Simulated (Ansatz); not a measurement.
**Geometry relaxation, with input and output: Sr₄Ti₄O₁₁ (charge +2) (part 1 of 2)**

System: Sr₄Ti₄O₁₁ (defect cell, 19 atoms in the cell, total charge +2).
Method: DFT r2SCAN, scalar-relativistic, plane waves, PAW, no spin polarisation (Ansatz 0.2.0).

The structure derives from a Materials Project entry. It belongs to a series of runs on one base structure; here: O on a O site beside a O vacancy, charge +2, atoms relaxed. Figures and captions count atoms from 1; the log counts them from 0 in places.

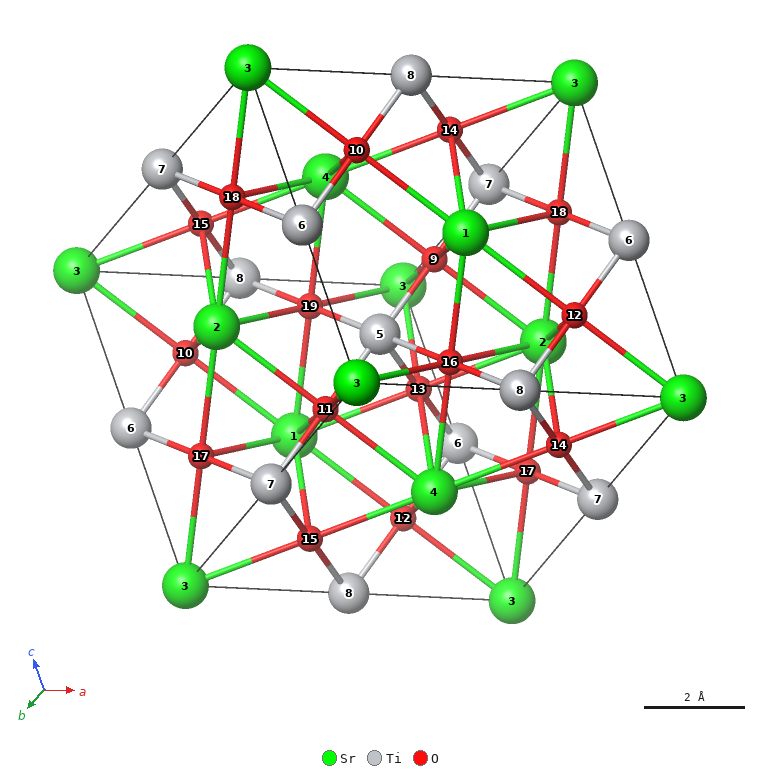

*The input geometry (ball-and-stick view of the cell of the calculation, seen at an oblique angle; atoms are numbered from 1 in the order of the input).*

## Results in brief

- outcome: converged
- electrons treated: 152
- free energy: −30550.7061 eV
- Fermi energy: 10.514 eV
- gap on the k-point mesh: 2.30 eV
- final volume: 238.61 Å³
- largest force (length of the vector) at the end: 0.022 eV/Å
- hardware: 8 threads of AMD EPYC (Zen 3), 189 GiB of memory available, shared host
- wall time: 55 s (CPU time 3.7 min)
- peak memory: 1.1 GiB

## Input
```yaml
crystal:
  lattice:
    - [-3.9072701075, 3.9072701075, 3.9072701075]
    - [3.9072701075, -3.9072701075, 3.9072701075]
    - [3.9072701075, 3.9072701075, -3.9072701075]
  atoms:
    - { symbol: Sr, position: [0.5, 0.0, 0.5] }
    - { symbol: Sr, position: [0.0, 0.5, 0.5] }
    - { symbol: Sr, position: [0.0, 0.0, 0.0] }
    - { symbol: Sr, position: [0.5, 0.5, 0.0] }
    - { symbol: Ti, position: [0.5, 0.5, 0.5] }
    - { symbol: Ti, position: [0.0, 0.0, 0.5] }
    - { symbol: Ti, position: [0.0, 0.5, 0.0] }
    - { symbol: Ti, position: [0.5, 0.0, 0.0] }
    - { symbol: O, position: [0.75, 0.5, 0.75] }
    - { symbol: O, position: [0.25, 0.0, 0.75] }
    - { symbol: O, position: [0.25, 0.5, 0.25] }
    - { symbol: O, position: [0.75, 0.0, 0.25] }
    - { symbol: O, position: [0.75, 0.75, 0.5] }
    - { symbol: O, position: [0.75, 0.25, 0.0] }
    - { symbol: O, position: [0.25, 0.75, 0.0] }
    - { symbol: O, position: [0.5, 0.25, 0.25] }
    - { symbol: O, position: [0.0, 0.75, 0.25] }
    - { symbol: O, position: [0.0, 0.25, 0.75] }
    - { symbol: O, position: [0.5, 0.75, 0.75] }
total_charge: 2
basis:
  ecutwfc: 500
  xc_grid: 3
kpoints:
  mp_grid: { grid: [2, 2, 2], shift: [0.5, 0.5, 0.5] }
hamiltonian:
  xc: r2scan
scf:
  occupations: { method: gaussian, width: 0.02 }
output:
  forces: true
  stress: false
  eigenvalues: true
  write_density: true
  write_potential: true
  elf: true
  volumetric_format: npy
relax:
  adjacent_minimum: "off"
  f_tol: 0.02
  max_steps: 60
```

Launched with:
```bash
ansatz run input.yaml --threads 8 --pin off --max-ram 20480MiB --backend cpu --events-out ev --progress --plain --runs-dir out
```

## The program's output
```
Engine: ansatz 0.2.0, x86_64-unknown-linux-gnu
Pseudopotentials: kind: paw
Pseudopotential: Sr, paw, valence charge 10, recommended cutoff 500 eV (meta_gga), Sr.paw.azcp
Pseudopotential: Ti, paw, valence charge 12, recommended cutoff 500 eV (meta_gga), Ti.paw.azcp
Pseudopotential: O, paw, valence charge 6, recommended cutoff 500 eV (meta_gga), O.paw.azcp
Functional definition: r2SCAN
  parameter k0 = 0.174
  parameter k1 = 0.065
  parameter a1 = 4.9479
  exchange = r2scan_x(k0 = k0, k1 = k1, a1 = a1)
  correlation = r2scan_c
Crystal: 19 atoms, lattice volume = 238.605 Å³
Basis set: ecut = 500 eV, 6051 PW (Γ), exchange–correlation on 150×150×150 points (27 copies of the dense FFT grid, shifted against one another)
Bands: 95, of which v1, the nominal top of the filled ones, is band 76 counted from 1 (75 counted from 0)
Symmetry: 16 space group operations
Space group: I4/mmm (ITA 139), of the structure as read, at distance tolerance 6.2e-5 Å
k-points: 3 of 8
Non-local potential: Sr, projectors of the file, l = 0: 3, l = 1: 2, l = 2: 2
Non-local potential: Ti, projectors of the file, l = 0: 3, l = 1: 2, l = 2: 3, l = 3: 1
Non-local potential: O, projectors of the file, l = 0: 2, l = 1: 2, l = 2: 1
PAW form: soft (Blöchl's): semilocal exchange-correlation on the pseudo side does not see the compensation charge
PAW frozen core: Sr, regenerated for the run's functional (the file was generated under x = pbe(κ = 0.804, μ = 0.2195149727645171), c = pbe(β = 0.06672455060314922))
PAW frozen core: Ti, regenerated for the run's functional (the file was generated under x = pbe(κ = 0.804, μ = 0.2195149727645171), c = pbe(β = 0.06672455060314922))
PAW frozen core: O, regenerated for the run's functional (the file was generated under x = pbe(κ = 0.804, μ = 0.2195149727645171), c = pbe(β = 0.06672455060314922))
PAW one-centre angular grid: Sr, 302 points (default); XC on 160 Gauss nodes
PAW one-centre angular grid: Ti, 590 points (default); XC on 160 Gauss nodes
PAW one-centre angular grid: O, 302 points (default); XC on 160 Gauss nodes
Initial density: superposition of atomic densities (neutral atoms scaled as one to the charged cell's electrons: chi_scale 0, normalization atom), corrected by the library's trained network
Initial wavefunctions: pseudopotential atomic-orbital guess
Functional: x = r2scan, c = r2scan; τ floored in thin density (d = 2e-4 eV/Å³)
SCF iter   1: F=—  HF=-30549.960208 eV  |F-HF|=—  |Δ(HF+E_count)|=         —  Δρ=3.74e-2  dr2=6.05e0  dr2_τ=1.12e0  ethr=1.77e-3  ⟨swp⟩=7.3  Hψ=1294  notcnv=0  defer=2
preconditioner: auto → Resta (q_TF=auto, 2.531 Å⁻¹)  ε∞=5.1  [insulator: Δε(μ)=2.588 eV  Ē_g=12.518 eV  σ=0.020 eV  W_gap=1.00  n_scr=54 (ndim 8)  ℏωp=25.4 eV  f_vac=0.000  D(μ)=0.00/eV (n_scr^D=0)  ε∞_Penn≈5.1]
SCF iter   2: F=—  HF=-30549.251276 eV  |F-HF|=—  |Δ(HF+E_count)|=   7.09e-1  Δρ=2.03e-2  dr2=1.39e0  dr2_τ=1.79e-1  ethr=1.77e-3  ⟨swp⟩=3.0  Hψ=531  notcnv=0  defer=33
SCF iter   3: F=—  HF=-30549.131119 eV  |F-HF|=—  |Δ(HF+E_count)|=   1.20e-1  Δρ=1.03e-2  dr2=7.01e-1  dr2_τ=2.31e-2  ethr=9.15e-4  ⟨swp⟩=3.0  Hψ=398  notcnv=0  defer=33
SCF iter   4: F=—  HF=-30549.067469 eV  |F-HF|=—  |Δ(HF+E_count)|=   6.36e-2  Δρ=3.93e-3  dr2=4.36e-2  dr2_τ=3.21e-3  ethr=4.61e-4  ⟨swp⟩=3.3  Hψ=430  notcnv=0  defer=33
SCF iter   5: F=—  HF=-30549.077731 eV  |F-HF|=—  |Δ(HF+E_count)|=   1.03e-2  Δρ=1.81e-3  dr2=9.20e-3  dr2_τ=8.87e-4  ethr=2.87e-5  ⟨swp⟩=3.0  Hψ=553  notcnv=0  defer=37
SCF iter   6: F=—  HF=-30549.078536 eV  |F-HF|=—  |Δ(HF+E_count)|=   8.05e-4  Δρ=1.04e-3  dr2=2.42e-3  dr2_τ=3.07e-4  ethr=6.05e-6  ⟨swp⟩=2.3  Hψ=460  notcnv=0  defer=37
SCF iter   7: F=—  HF=-30549.078546 eV  |F-HF|=—  |Δ(HF+E_count)|=   1.05e-5  Δρ=2.45e-4  dr2=1.70e-4  dr2_τ=1.22e-5  ethr=1.59e-6  ⟨swp⟩=2.0  Hψ=435  notcnv=0  defer=37
SCF iter   8: F=—  HF=-30549.078550 eV  |F-HF|=—  |Δ(HF+E_count)|=   3.67e-6  Δρ=7.56e-5  dr2=1.44e-5  dr2_τ=1.60e-6  ethr=1.12e-7  ⟨swp⟩=2.0  Hψ=342  notcnv=0  defer=37
SCF iter   9: F=-30549.078551 eV  HF=-30549.078553 eV  |F-HF|=1.95e-6  |Δ(HF+E_count)|=   2.93e-6  Δρ=3.20e-5  dr2=3.34e-6  dr2_τ=2.41e-7  ethr=6.58e-9  ⟨swp⟩=20.7  Hψ=3177  notcnv=0
SCF 1 converged in 9 iterations: F = -30549.078551 eV  dr2 = 3.34e-6
  greatest PAW one-centre occupation: 1.000 electrons in one spin orbital (limit 2), on the Ti atom at site 7 (counted from 0), in its partial waves of l = 0
relax step   1: F+E_penalty+E_count = -30549.07855099 eV  Δ(F+E_penalty+E_count) = +0.000e0 eV  max|allowed force component| = 5.140e0 eV/Å  Δτ_max = 0.0000 Å  (9 SCF iters, dr2 threshold 1.00e-5 eV, accepted)
Initial density: handed on by an earlier stage of this run
Initial wavefunctions: those handed on with the density
iter 1 solved again at ethr=1.72e-3 eV; its pass at ethr=3.10e-3 eV (dr2=2.61e0 eV) is discarded
SCF iter   1: F=—  HF=-30550.030619 eV  |F-HF|=—  |Δ(HF+E_count)|=         —  Δρ=2.56e-2  dr2=2.64e0  dr2_τ=9.11e0  ethr=1.72e-3  ⟨swp⟩=1.0  Hψ=1324  notcnv=0  defer=4
preconditioner: auto → Resta (q_TF=auto, 2.531 Å⁻¹)  ε∞=5.1  [insulator: Δε(μ)=2.060 eV  Ē_g=12.489 eV  σ=0.020 eV  W_gap=1.00  n_scr=54 (ndim 8)  ℏωp=25.4 eV  f_vac=0.031  D(μ)=0.00/eV (n_scr^D=0)  ε∞_Penn≈5.1]
SCF iter   2: F=—  HF=-30550.173453 eV  |F-HF|=—  |Δ(HF+E_count)|=   1.43e-1  Δρ=1.08e-2  dr2=4.57e-1  dr2_τ=3.41e-2  ethr=1.72e-3  ⟨swp⟩=3.0  Hψ=610  notcnv=0  defer=15
SCF iter   3: F=—  HF=-30550.079423 eV  |F-HF|=—  |Δ(HF+E_count)|=   9.40e-2  Δρ=4.49e-3  dr2=7.38e-2  dr2_τ=7.56e-3  ethr=3.01e-4  ⟨swp⟩=3.0  Hψ=489  notcnv=0  defer=42
SCF iter   4: F=—  HF=-30550.073364 eV  |F-HF|=—  |Δ(HF+E_count)|=   6.06e-3  Δρ=2.60e-3  dr2=1.96e-2  dr2_τ=2.15e-3  ethr=4.85e-5  ⟨swp⟩=3.3  Hψ=407  notcnv=0  defer=42
SCF iter   5: F=—  HF=-30550.071360 eV  |F-HF|=—  |Δ(HF+E_count)|=   2.00e-3  Δρ=9.72e-4  dr2=2.05e-3  dr2_τ=2.50e-4  ethr=1.29e-5  ⟨swp⟩=3.0  Hψ=447  notcnv=0  defer=41
SCF iter   6: F=—  HF=-30550.071540 eV  |F-HF|=—  |Δ(HF+E_count)|=   1.80e-4  Δρ=3.36e-4  dr2=2.07e-4  dr2_τ=2.48e-5  ethr=1.35e-6  ⟨swp⟩=2.0  Hψ=423  notcnv=0  defer=41
SCF iter   7: F=—  HF=-30550.071595 eV  |F-HF|=—  |Δ(HF+E_count)|=   5.58e-5  Δρ=2.11e-4  dr2=1.06e-4  dr2_τ=1.28e-5  ethr=1.36e-7  ⟨swp⟩=2.0  Hψ=420  notcnv=0  defer=41
SCF iter   8: F=-30550.071584 eV  HF=-30550.071583 eV  |F-HF|=1.90e-7  |Δ(HF+E_count)|=   1.20e-5  Δρ=4.90e-5  dr2=5.50e-6  dr2_τ=7.73e-7  ethr=6.58e-8  ⟨swp⟩=18.3  Hψ=2807  notcnv=0
SCF 2 converged in 8 iterations: F = -30550.071584 eV  dr2 = 5.50e-6
relax step   2: F+E_penalty+E_count = -30550.07158362 eV  Δ(F+E_penalty+E_count) = -9.930e-1 eV  max|allowed force component| = 1.074e0 eV/Å  Δτ_max = 0.1950 Å  (8 SCF iters, dr2 threshold 1.00e-4 eV, accepted)
SCF iter   1: F=—  HF=-30550.443856 eV  |F-HF|=—  |Δ(HF+E_count)|=         —  Δρ=8.46e-3  dr2=3.65e-1  dr2_τ=1.03e0  ethr=2.09e-3  ⟨swp⟩=5.7  Hψ=559  notcnv=0  defer=41
preconditioner: auto → Resta (q_TF=auto, 2.531 Å⁻¹)  ε∞=5.2  [insulator: Δε(μ)=2.316 eV  Ē_g=12.440 eV  σ=0.020 eV  W_gap=1.00  n_scr=54 (ndim 8)  ℏωp=25.4 eV  f_vac=0.022  D(μ)=0.00/eV (n_scr^D=0)  ε∞_Penn≈5.2]
SCF iter   2: F=—  HF=-30550.472426 eV  |F-HF|=—  |Δ(HF+E_count)|=   2.86e-2  Δρ=4.15e-3  dr2=7.68e-2  dr2_τ=5.60e-3  ethr=2.40e-4  ⟨swp⟩=2.7  Hψ=528  notcnv=0  defer=41
SCF iter   3: F=—  HF=-30550.451899 eV  |F-HF|=—  |Δ(HF+E_count)|=   2.05e-2  Δρ=2.09e-3  dr2=1.93e-2  dr2_τ=2.16e-3  ethr=5.05e-5  ⟨swp⟩=3.0  Hψ=437  notcnv=0  defer=41
SCF iter   4: F=—  HF=-30550.448123 eV  |F-HF|=—  |Δ(HF+E_count)|=   3.78e-3  Δρ=7.23e-4  dr2=1.30e-3  dr2_τ=1.36e-4  ethr=1.27e-5  ⟨swp⟩=2.3  Hψ=455  notcnv=0  defer=41
SCF iter   5: F=—  HF=-30550.448237 eV  |F-HF|=—  |Δ(HF+E_count)|=   1.13e-4  Δρ=4.43e-4  dr2=4.81e-4  dr2_τ=5.86e-5  ethr=8.52e-7  ⟨swp⟩=2.0  Hψ=373  notcnv=0  defer=41
SCF iter   6: F=—  HF=-30550.448192 eV  |F-HF|=—  |Δ(HF+E_count)|=   4.46e-5  Δρ=1.24e-4  dr2=2.68e-5  dr2_τ=5.18e-6  ethr=4.74e-8  ⟨swp⟩=18.7  Hψ=2888  notcnv=0
SCF iter   7: F=-30550.448196 eV  HF=-30550.448200 eV  |F-HF|=4.06e-6  |Δ(HF+E_count)|=   7.86e-6  Δρ=6.16e-5  dr2=8.10e-6  dr2_τ=1.09e-6  ethr=1.76e-8  ⟨swp⟩=13.0  Hψ=2726  notcnv=0
SCF 3 converged in 7 iterations: F = -30550.448196 eV  dr2 = 8.10e-6
relax step   3: F+E_penalty+E_count = -30550.44819568 eV  Δ(F+E_penalty+E_count) = -3.766e-1 eV  max|allowed force component| = 5.880e-1 eV/Å  Δτ_max = 0.0798 Å  (7 SCF iters, dr2 threshold 7.21e-5 eV, accepted)
iter 1 solved again at ethr=1.60e-4 eV; its pass at ethr=3.10e-3 eV (dr2=2.44e-1 eV) is discarded
SCF iter   1: F=—  HF=-30550.611091 eV  |F-HF|=—  |Δ(HF+E_count)|=         —  Δρ=6.65e-3  dr2=2.52e-1  dr2_τ=1.46e0  ethr=1.60e-4  ⟨swp⟩=2.0  Hψ=863  notcnv=0  defer=37
preconditioner: auto → Resta (q_TF=auto, 2.531 Å⁻¹)  ε∞=5.2  [insulator: Δε(μ)=2.335 eV  Ē_g=12.449 eV  σ=0.020 eV  W_gap=1.00  n_scr=54 (ndim 8)  ℏωp=25.4 eV  f_vac=0.018  D(μ)=0.00/eV (n_scr^D=0)  ε∞_Penn≈5.2]
SCF iter   2: F=—  HF=-30550.687667 eV  |F-HF|=—  |Δ(HF+E_count)|=   7.66e-2  Δρ=3.76e-3  dr2=7.37e-2  dr2_τ=3.21e-3  ethr=1.60e-4  ⟨swp⟩=2.0  Hψ=427  notcnv=0  defer=37
SCF iter   3: F=—  HF=-30550.670299 eV  |F-HF|=—  |Δ(HF+E_count)|=   1.74e-2  Δρ=2.93e-3  dr2=2.53e-2  dr2_τ=3.35e-3  ethr=4.85e-5  ⟨swp⟩=3.0  Hψ=521  notcnv=0  defer=41
SCF iter   4: F=—  HF=-30550.665972 eV  |F-HF|=—  |Δ(HF+E_count)|=   4.33e-3  Δρ=7.37e-4  dr2=1.05e-3  dr2_τ=1.09e-4  ethr=1.67e-5  ⟨swp⟩=3.0  Hψ=438  notcnv=0  defer=41
SCF iter   5: F=—  HF=-30550.666044 eV  |F-HF|=—  |Δ(HF+E_count)|=   7.17e-5  Δρ=4.36e-4  dr2=4.69e-4  dr2_τ=5.41e-5  ethr=6.89e-7  ⟨swp⟩=2.0  Hψ=424  notcnv=0  defer=41
SCF iter   6: F=—  HF=-30550.665977 eV  |F-HF|=—  |Δ(HF+E_count)|=   6.71e-5  Δρ=1.49e-4  dr2=4.36e-5  dr2_τ=8.65e-6  ethr=3.09e-7  ⟨swp⟩=2.0  Hψ=440  notcnv=0  defer=41
SCF iter   7: F=-30550.665983 eV  HF=-30550.665982 eV  |F-HF|=1.28e-6  |Δ(HF+E_count)|=   4.91e-6  Δρ=4.62e-5  dr2=3.68e-6  dr2_τ=3.91e-7  ethr=1.42e-8  ⟨swp⟩=20.0  Hψ=3066  notcnv=0
SCF 4 converged in 7 iterations: F = -30550.665983 eV  dr2 = 3.68e-6
  greatest PAW one-centre occupation: 0.999 electrons in one spin orbital (limit 2), on the Ti atom at site 7 (counted from 0), in its partial waves of l = 0
relax step   4: F+E_penalty+E_count = -30550.66598309 eV  Δ(F+E_penalty+E_count) = -2.178e-1 eV  max|allowed force component| = 3.649e-1 eV/Å  Δτ_max = 0.0588 Å  (7 SCF iters, dr2 threshold 2.16e-5 eV, accepted)
SCF iter   1: F=—  HF=-30550.634598 eV  |F-HF|=—  |Δ(HF+E_count)|=         —  Δρ=4.33e-3  dr2=1.11e-1  dr2_τ=5.34e-1  ethr=6.18e-4  ⟨swp⟩=5.0  Hψ=542  notcnv=0  defer=34
preconditioner: auto → Resta (q_TF=auto, 2.531 Å⁻¹)  ε∞=5.2  [insulator: Δε(μ)=2.340 eV  Ē_g=12.468 eV  σ=0.020 eV  W_gap=1.00  n_scr=54 (ndim 8)  ℏωp=25.4 eV  f_vac=0.016  D(μ)=0.00/eV (n_scr^D=0)  ε∞_Penn≈5.2]
SCF iter   2: F=—  HF=-30550.717763 eV  |F-HF|=—  |Δ(HF+E_count)|=   8.32e-2  Δρ=2.62e-3  dr2=3.61e-2  dr2_τ=1.37e-3  ethr=7.33e-5  ⟨swp⟩=2.0  Hψ=533  notcnv=0  defer=34
SCF iter   3: F=—  HF=-30550.708170 eV  |F-HF|=—  |Δ(HF+E_count)|=   9.59e-3  Δρ=2.26e-3  dr2=1.31e-2  dr2_τ=1.90e-3  ethr=2.37e-5  ⟨swp⟩=2.7  Hψ=444  notcnv=0  defer=34
SCF iter   4: F=—  HF=-30550.705953 eV  |F-HF|=—  |Δ(HF+E_count)|=   2.22e-3  Δρ=5.51e-4  dr2=5.29e-4  dr2_τ=7.87e-5  ethr=8.59e-6  ⟨swp⟩=2.0  Hψ=442  notcnv=0  defer=34
SCF iter   5: F=—  HF=-30550.706076 eV  |F-HF|=—  |Δ(HF+E_count)|=   1.23e-4  Δρ=3.00e-4  dr2=2.12e-4  dr2_τ=2.28e-5  ethr=3.48e-7  ⟨swp⟩=2.0  Hψ=431  notcnv=0  defer=34
SCF iter   6: F=—  HF=-30550.706063 eV  |F-HF|=—  |Δ(HF+E_count)|=   1.30e-5  Δρ=1.26e-4  dr2=4.02e-5  dr2_τ=6.38e-6  ethr=1.40e-7  ⟨swp⟩=2.0  Hψ=418  notcnv=0  defer=34
SCF iter   7: F=-30550.706060 eV  HF=-30550.706061 eV  |F-HF|=8.18e-7  |Δ(HF+E_count)|=   2.27e-6  Δρ=3.87e-5  dr2=3.22e-6  dr2_τ=3.44e-7  ethr=2.63e-8  ⟨swp⟩=20.0  Hψ=2988  notcnv=0
SCF 5 converged in 7 iterations: F = -30550.706060 eV  dr2 = 3.22e-6
relax step   5: F+E_penalty+E_count = -30550.70606004 eV  Δ(F+E_penalty+E_count) = -4.008e-2 eV  max|allowed force component| = 1.757e-2 eV/Å  Δτ_max = 0.0465 Å  (7 SCF iters, dr2 threshold 3.99e-5 eV, accepted)
iter 1 solved again at ethr=2.12e-9 eV; its pass at ethr=3.10e-3 eV (dr2=3.22e-6 eV) is discarded
SCF iter   1: F=—  HF=-30550.706061 eV  |F-HF|=—  |Δ(HF+E_count)|=         —  Δρ=3.87e-5  dr2=3.22e-6  dr2_τ=3.44e-7  ethr=2.12e-9  ⟨swp⟩=1.0  Hψ=684  notcnv=0
preconditioner: auto → Resta (q_TF=auto, 2.531 Å⁻¹)  ε∞=5.2  [insulator: Δε(μ)=2.304 eV  Ē_g=12.460 eV  σ=0.020 eV  W_gap=1.00  n_scr=54 (ndim 8)  ℏωp=25.4 eV  f_vac=0.016  D(μ)=0.00/eV (n_scr^D=0)  ε∞_Penn≈5.2]
SCF iter   2: F=—  HF=-30550.706061 eV  |F-HF|=—  |Δ(HF+E_count)|=   3.05e-7  Δρ=2.07e-5  dr2=9.62e-7  dr2_τ=1.20e-7  ethr=2.12e-9  ⟨swp⟩=2.0  Hψ=408  notcnv=0
SCF iter   3: F=—  HF=-30550.706061 eV  |F-HF|=—  |Δ(HF+E_count)|=   1.98e-7  Δρ=1.22e-5  dr2=3.59e-7  dr2_τ=3.00e-8  ethr=6.33e-10  ⟨swp⟩=2.0  Hψ=339  notcnv=0
SCF iter   4: F=-30550.706061 eV  HF=-30550.706062 eV  |F-HF|=2.15e-8  |Δ(HF+E_count)|=   1.49e-7  Δρ=3.52e-6  dr2=3.61e-8  dr2_τ=3.82e-9  ethr=6.58e-11  ⟨swp⟩=9.0  Hψ=2023  notcnv=0
SCF 6 converged in 4 iterations: F = -30550.706061 eV  dr2 = 3.61e-8
relax step   6: F+E_penalty+E_count = -30550.70606149 eV  Δ(F+E_penalty+E_count) = -1.449e-6 eV  max|allowed force component| = 1.809e-2 eV/Å  Δτ_max = 0.0000 Å  (4 SCF iters, accepted)
iter 1 solved again at ethr=2.35e-11 eV; its pass at ethr=3.10e-3 eV (dr2=3.57e-8 eV) is discarded
SCF iter   1: F=—  HF=-30550.706062 eV  |F-HF|=—  |Δ(HF+E_count)|=         —  Δρ=3.52e-6  dr2=3.61e-8  dr2_τ=3.82e-9  ethr=2.35e-11  ⟨swp⟩=1.0  Hψ=801  notcnv=0
SCF iter   2: F=-30550.706062 eV  HF=-30550.706062 eV  |F-HF|=3.39e-9  |Δ(HF+E_count)|=   3.84e-9  Δρ=1.70e-6  dr2=9.90e-9  dr2_τ=1.17e-9  ethr=2.35e-11  ⟨swp⟩=8.0  Hψ=1670  notcnv=0
SCF 7 converged in 2 iterations: F = -30550.706062 eV  dr2 = 9.90e-9
```

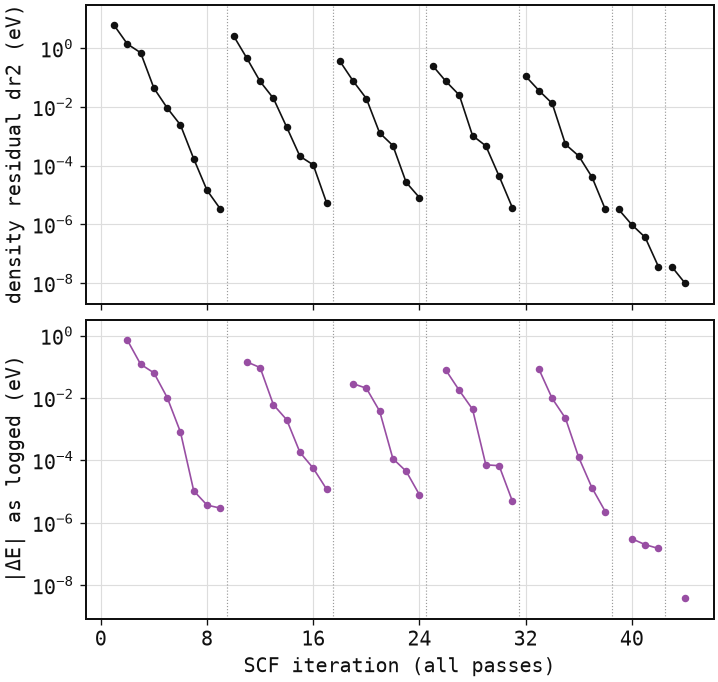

*Convergence of the self-consistent field: density residual dr2 and size of the energy change against the SCF iteration. Dotted lines part the SCF passes that the log prints in full.*

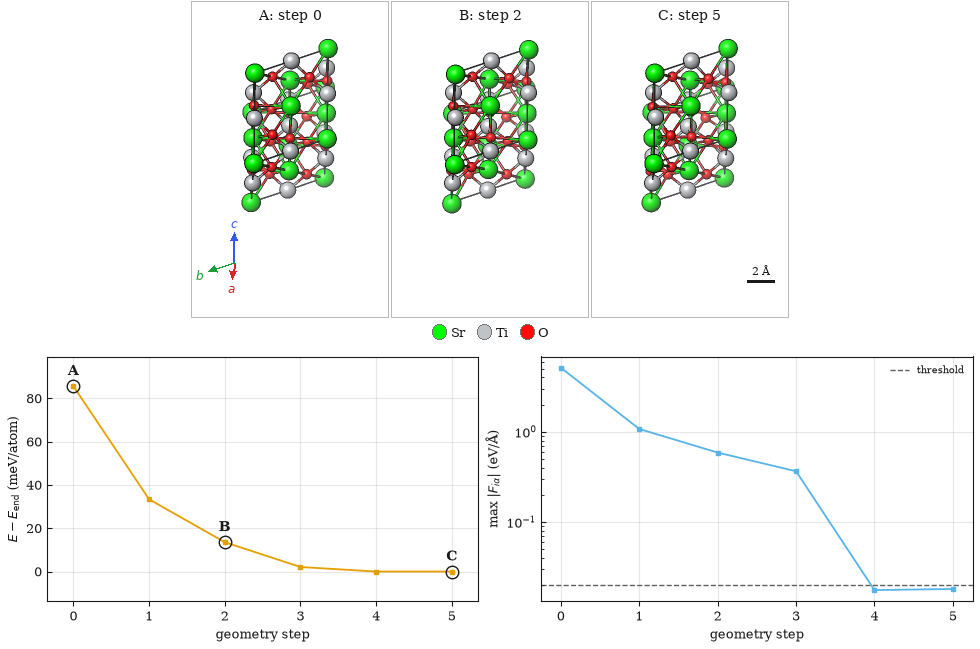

*Frames of the relaxation (ball-and-stick view of the cell of the calculation, seen at an oblique angle) above the curves, on which the letters mark them (the first geometry is step 0 here and step 1 in the log).*
